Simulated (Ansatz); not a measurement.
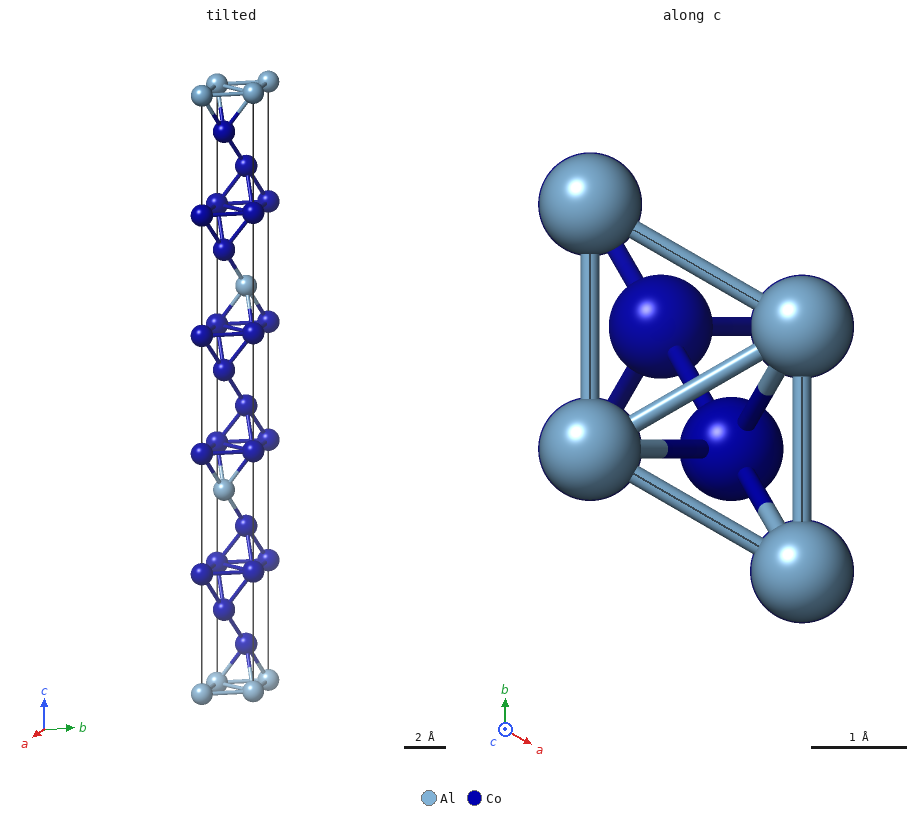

Ball-and-stick model, viewed slightly off an axis and along the c axis. The wireframe shows the conventional unit cell. Cell: a = 2.58 Å, b = 2.58 Å, c = 30.04 Å, α = 90.00°, β = 90.00°, γ = 120.00°.

The structure was taken from a structure listed in the Materials Project. Earlier steps of the study may have refined or changed the cell and positions. An electronic-structure calculation with Ansatz was run on it.

> Caption:

Formula: AlCo4. The symmetry is that of R-3m (No. 166), on a rhombohedral (trigonal R) lattice. With Z = 3, the cell contains 3 Al, 12 Co. The coordination shell of Al holds six Al and six Co in a cuboctahedral arrangement (about 2.6 Å to Al, 2.5 Å to Co). Co takes two kinds of site: 6c with nine Co and three Al in a cuboctahedral arrangement (about 2.5 to 2.6 Å to Co, 2.5 Å to Al); 6c with twelve Co in a cuboctahedral arrangement at about 2.5 to 2.6 Å. The bonds build a three-dimensional framework.

Electronic-structure method: DFT PBE, scalar-relativistic, plane waves, PAW (Ansatz). Parameters: 420 eV cutoff, k-points about 0.16 Å⁻¹ apart, Gaussian smearing of 0.1 eV, collinear spins.

> Which atoms carry magnetic moments in this run, and how do they order?

The state reached is ferromagnetic. Sizes: Co 1.4 to 1.8 μB; net moment 6.0 μB in the run's cell of 5 atoms.

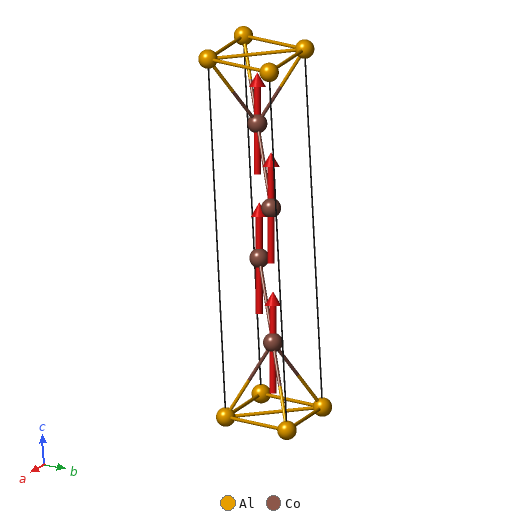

Site moments above 0.25 μB as arrows, small induced ones on non-metal atoms left out (red along the largest or up, blue against, purple across). The run's cell of 5 atoms is drawn in a reduced setting, so axes and origin can differ from the first picture.

> What does the calculation say: metal or gapped?

A metal: bands cross the Fermi level.

> Give the Bader charge of each element.

Al +1.42 e; Co -0.71 to +0.01 e.

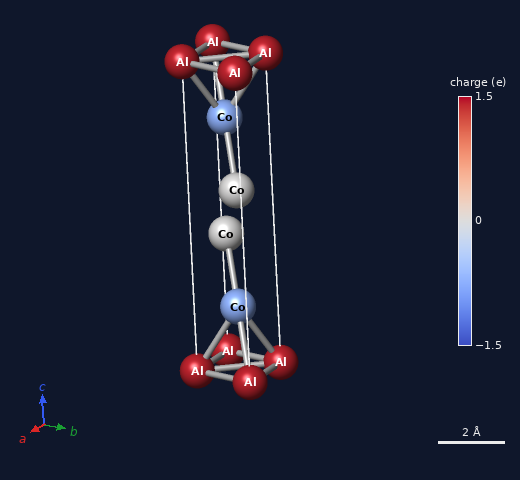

The atoms coloured by those charges. The run's cell of 5 atoms is drawn in a reduced setting, so axes and origin can differ from the first picture.

> Is the geometry at rest?

Yes. All forces vanish to within 0.01 eV/Å. The pressure is 0.0 GPa, close to zero.
